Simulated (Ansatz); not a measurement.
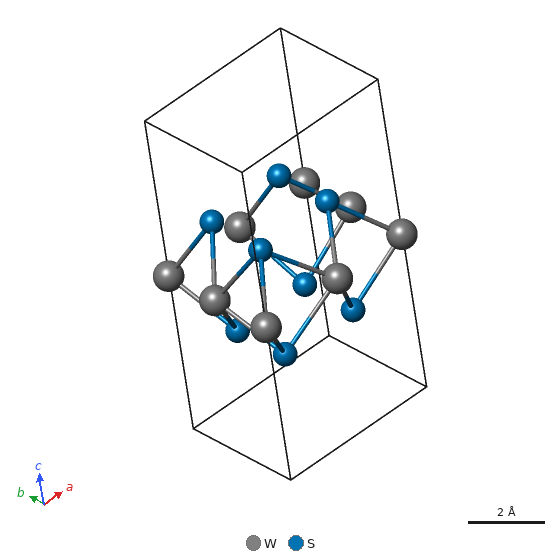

View slightly off an axis, drawn as a ball-and-stick model. Lines trace the edges of the supercell. The host is WS$_{2}$, in a cell of 12 sites, and the cell carries a charge of -2.

Identify the point defect.

A tungsten vacancy. Around the empty site lie six S at about 2.4 Å.

Setup: DFT PBE, scalar-relativistic, plane waves, PAW (Ansatz 0.2.0); a kinetic-energy cutoff of 420 eV, 3×3×3 k-mesh, Gaussian smearing of 0.01 eV, collinear spins.

Is there a net moment in the defective cell?

Yes, 0.2 μB in the cell.

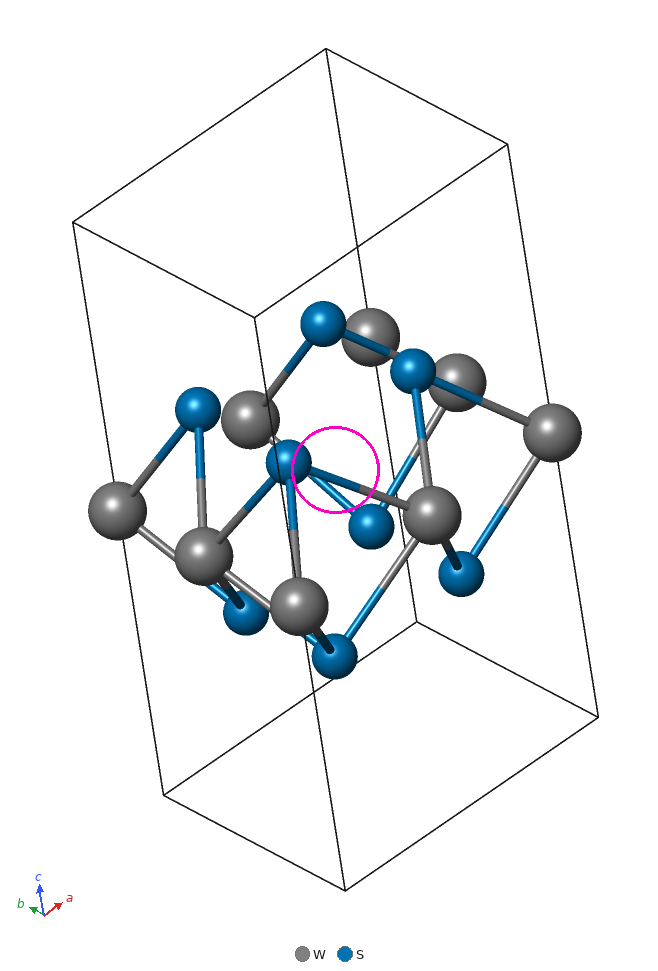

The same cell with a ring at the defect's site.

The atoms were relaxed in the host's cell with Ansatz, DFT PBE, scalar-relativistic, plane waves, PAW.
